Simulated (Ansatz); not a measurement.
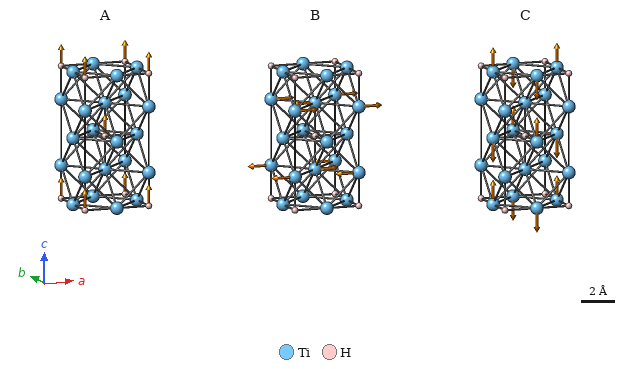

Modes of a crystal of Ti4H (a generated structure), space group I4/mmm (No. 139), at the zone centre (one member of each degenerate set). Displacements are drawn as orange arrows; their common scale and sign are arbitrary. The picture is a ball-and-stick view of the conventional cell (2 times the calculation's cell), seen slightly off an axis. Lengths and directions refer to the drawn axes.

These are results of DFT PBE, scalar-relativistic, plane waves, PAW in Ansatz, not measurements.

The frequencies depend somewhat on the k-mesh and the smearing.

Give the symmetry species and the selection rules of each.

Answer. A is A₂u, infrared-active by symmetry (1015 cm⁻¹). B is E_g, Raman-active by symmetry (210 cm⁻¹). C is B₂u, silent by symmetry (neither infrared- nor Raman-active) (157 cm⁻¹). The crystal has a centre of inversion, so no mode is both. In a metal the free carriers screen the infrared response.
